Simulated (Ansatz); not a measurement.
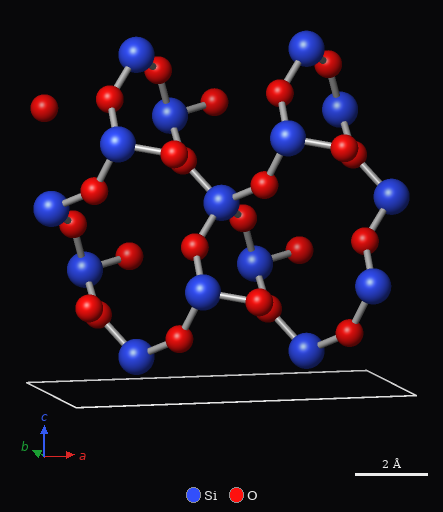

This is the input geometry for a relaxation of a slab of composition Si7O12 (cut from the P3_121 phase). Style: ball-and-stick. Shown: the 2 × 1 repeat of the cell, outlined in the plane, without the vacuum (origin shifted), slightly off an axis.

Case: (1 0 0) slab, atoms relaxed. The slab is the (1 0 0) face of SiO2.

Level of theory: Ansatz 0.2.0, DFT PBEsol, scalar-relativistic, plane waves, PAW.

Input file:
```yaml
crystal:
  lattice:
    - [4.9474803995, 0.0, 0.0]
    - [0.0, 5.440497916, 0.0]
    - [0.0, 0.0, 23.5694967576]
  atoms:
    - { symbol: Si, position: [0.97038636, 0.5000169868, 0.3182078971] }
    - { symbol: O, position: [0.1603253493, 0.2854779349, 0.3446565196] }
    - { symbol: O, position: [0.7790868219, 0.6188172169, 0.3667506783] }
    - { symbol: O, position: [0.5609046285, 0.0479229294, 0.3931997281] }
    - { symbol: Si, position: [0.2649650204, 0.1666923604, 0.4037041418] }
    - { symbol: Si, position: [0.7649650204, 0.8333585998, 0.4145037553] }
    - { symbol: O, position: [0.0609046285, 0.9521280309, 0.425008169] }
    - { symbol: O, position: [0.2790868219, 0.3812337434, 0.4514572188] }
    - { symbol: O, position: [0.6603253493, 0.7145730254, 0.4735513776] }
    - { symbol: Si, position: [0.47038636, 0.5000339735, 0.5] }
    - { symbol: O, position: [0.6603253493, 0.2854949217, 0.5264486224] }
    - { symbol: O, position: [0.2790868219, 0.6188342036, 0.5485427812] }
    - { symbol: O, position: [0.0609046285, 0.0479399161, 0.574991831] }
    - { symbol: Si, position: [0.7649650204, 0.1667093472, 0.5854962447] }
    - { symbol: Si, position: [0.2649650204, 0.8333755866, 0.5962958582] }
    - { symbol: O, position: [0.5609046285, 0.9521450177, 0.6068002719] }
    - { symbol: O, position: [0.7790868219, 0.3812507302, 0.6332493217] }
    - { symbol: O, position: [0.1603253493, 0.7145900121, 0.6553434804] }
    - { symbol: Si, position: [0.97038636, 0.5000509603, 0.6817921029] }
basis:
  ecutwfc: 420
kpoints:
  mp_grid: { grid: [6, 5, 1] }
hamiltonian:
  xc: pbesol
scf:
  occupations: { method: gaussian, width: 0.05 }
output:
  forces: true
  eigenvalues: true
  write_density: true
  write_potential: true
  elf: true
  volumetric_format: npy
relax:
  adjacent_minimum: "off"
  f_tol: 0.02
  max_steps: 60
efield:
  axis: 3
  dipole_correction: true
  ramp_width: 0.04
```

Command:
```bash
ansatz run input.yaml --threads 2 --pin off --max-ram 5120MiB --backend cpu --events-out ev --progress --plain --runs-dir out
```

**What does the optimiser find from here?**

The largest moves relative to the layer's centre, 0.49 Å, are those of Si1 and Si19. Si19 goes at 78° to the normal (+c side). By element the largest moves are Si 0.49 Å, O 0.11 Å. The cell stays as it was. Among the contacts that change: O17–Si19 1.619 → 1.659 Å, O2–Si5 1.619 → 1.626 Å. Among the angles between lasting bonds that change: Si14–O17–Si19 143.3° → 164.7°, O2–Si1–O3 110.7° → 103.9°, Si1–O2–Si5 143.3° → 146.3°. After 6 accepted moves (7 points after the start) the energy has fallen by 0.308 eV per cell of the calculation. The largest force component goes from 2.2 to 0.0064 eV/Å. The line search rejected the trial step at point 5 of the run. The run took 6 min on 2 threads of Intel(R) Xeon(R) Platinum 8488C (Sapphire Rapids), on a shared host, peak memory 1.2 GiB.

Step by step:

| step | E − E(0), meV/atom | largest force component, eV/Å | note |
| --- | --- | --- | --- |
| 0 | 0.00 | 2.2051 |  |
| 1 | -6.98 | 1.3744 |  |
| 2 | -12.36 | 0.2374 |  |
| 3 | -15.00 | 0.1480 |  |
| 4 | -15.99 | 0.0894 |  |
| 5 | -15.73 | 0.1683 | rejected |
| 6 | -16.16 | 0.0208 |  |
| 7 | -16.20 | 0.0064 |  |

The end point in the same view:

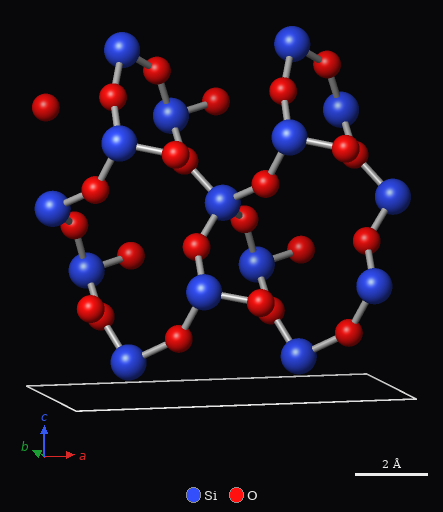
